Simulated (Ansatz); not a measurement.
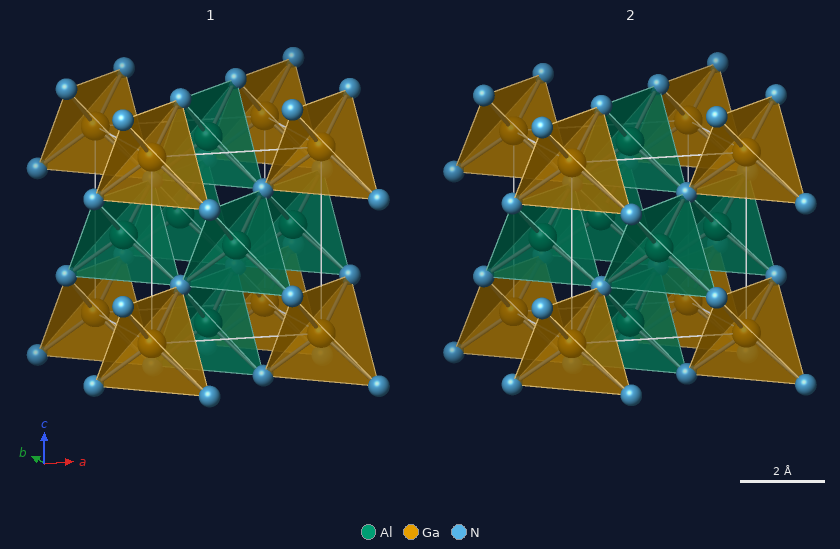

Two geometries of crystalline Al₃GaN₄ (set up in P-43m): one is the relaxed structure, the other was perturbed away from it. Style: polyhedral. Shown: the cell of the calculation, slightly off an axis.

Level of theory: DFT PBEsol, scalar-relativistic, plane waves, PAW in Ansatz 0.2.0. (plane-wave cutoff 420 eV; k-point mesh 6 × 6 × 6; occupations gaussian; smearing width 0.02 eV; no spin polarisation)

Which is the distorted one, and what does the distortion cost?

Answer. Structure 1 is the perturbed one. Biaxial strain in the a–b plane, −3.0 %, is applied. The c axis and the atoms are relaxed. The volume changes by −3.0 %, with a = b 4.407 → 4.275 Å (−3.0 %), c 4.407 → 4.543 Å (+3.1 %). The atoms keep their places relative to the cell (all moves are under 0.005 Å). Near-neighbour distances before and after: Ga–N 1.949 → 1.931 Å, Al–N 1.895 → 1.877 Å. The space group (tolerance 0.01 Å) goes from P-43m (No. 215) to P-42m (No. 111). The energy rises by 17.6 meV per atom. The pressure goes from 0.0 to 6.1 GPa. The principal stresses (compression positive) are 0.0 GPa along c and 9.2 GPa across it.
